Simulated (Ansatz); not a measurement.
# Bi: what the electrons do

Space group C2/m; the calculation finds a residual pressure of about 4 GPa at this fixed cell.

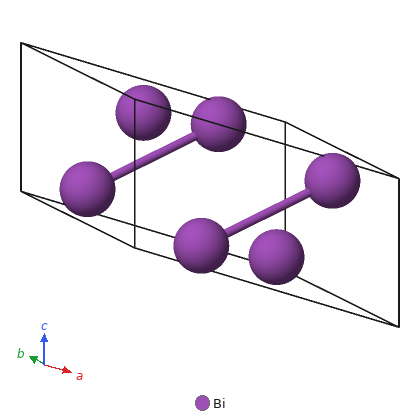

The conventional cell.

```
Bi
1.0
     6.67256    0.00000    0.00000
     0.00000    6.11080    0.00000
    -1.15098    0.00000    3.09291
Bi
4
Direct
  0.25180 0.00000 0.14900
  0.75180 0.50000 0.14900
  0.24820 0.50000 0.85100
  0.74820 0.00000 0.85100
```

Method: Ansatz 0.2.0, DFT PBE, scalar-relativistic, plane waves, PAW.

Core electrons are frozen (PAW), so the maps are meaningful between the atoms, not at the nuclei.

## 1. Bonding charge

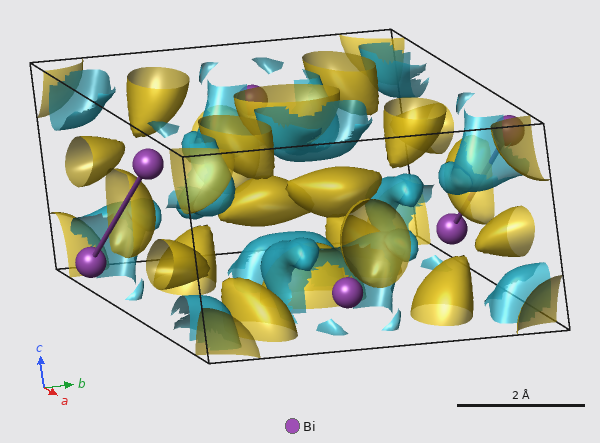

*Density of the crystal less the sum of free-atom densities: yellow surfaces at +0.01 and cyan ones at −0.01 e/Å³, in the conventional cell seen slightly off an axis (the regions close to the nuclei are left out). Cores are masked to 0.9 Å (Bi).*

Where does charge go when the atoms form this crystal?

Bi–Bi (3.15 Å): Δρ is +0.05 e/Å³ at the midpoint.
- Over the whole cell, outside the masked cores, the largest gain, 0.05 e/Å³, lies 1.6 Å from a bismuth nucleus, and the largest loss lies at the edge of the masked core of Bi.
- The rearranged charge, half the integral of |Δρ|, is about 0.10 e an atom.

## 2. States by energy

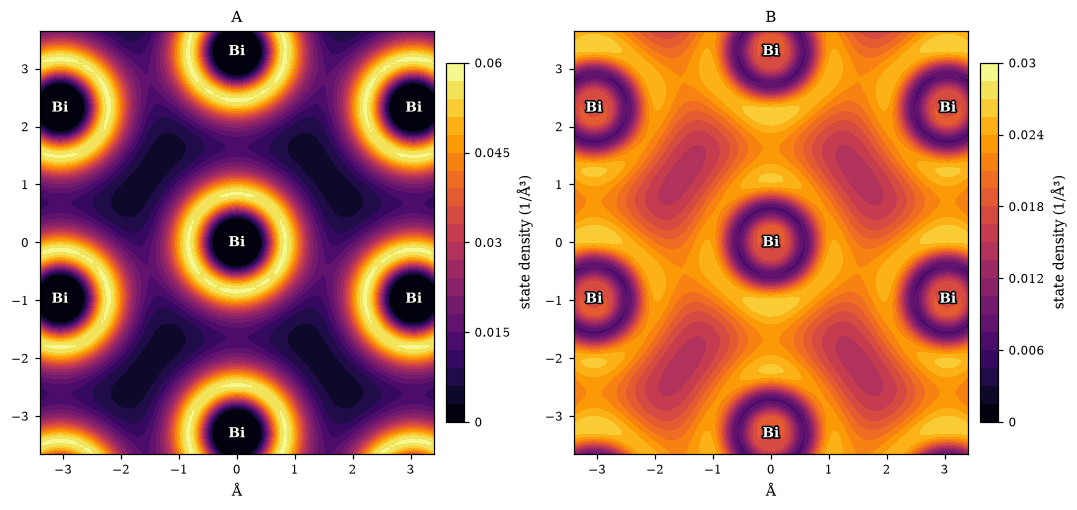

Bi: densities of the states in two energy windows, on the (100) plane of the conventional cell.

The windows, about the Fermi level, are −13.6 to −8.2 eV and −5.4 to −3.6 eV. Which panel shows which?

Panel A: −13.6 to −8.2 eV, a separate group of bands, mainly Bi 6s (85 %) and Bi 6p (15 %).
Panel B: −5.4 to −3.6 eV, the lower third of the occupied valence band, mainly Bi 6p (over 95 %).
The characters are Löwdin shares on a minimal set of atomic orbitals. At the bottom of an sp band the diffuse p orbitals of such a set take a share of s-like charge between the atoms, so the p share there is overstated.

## 3. Moving an atom

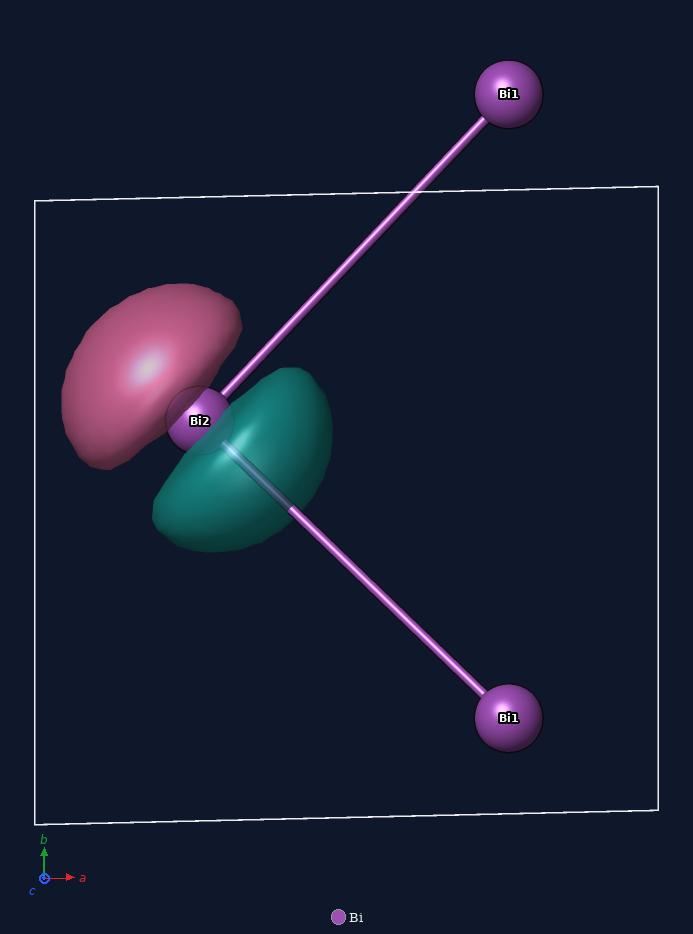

Bi: one atom of the 2-atom cell (and its periodic copies) was moved a little. Density after less density before, teal at +0.15 and pink at −0.15 e/Å³, seen along the c axis; cell a = 4.52 Å, b = 4.52 Å, c = 3.30 Å, α = 104.90°, β = 104.90°, γ = 84.97°. The lobes lie largely inside the PAW sphere, where the density is a smoothed one.

Which atom moved, and which way?

Bi2 moved towards the teal lobe, down and to the right in the picture. In the run the shift was 0.05 Å along [1 −1 0] in the axes of the cell drawn.

What restoring force does the calculation give for this move?

The force on it changes by 0.14 eV/Å along the move, against it: a stiffness of about 2.8 eV/Å² for this sublattice shift.
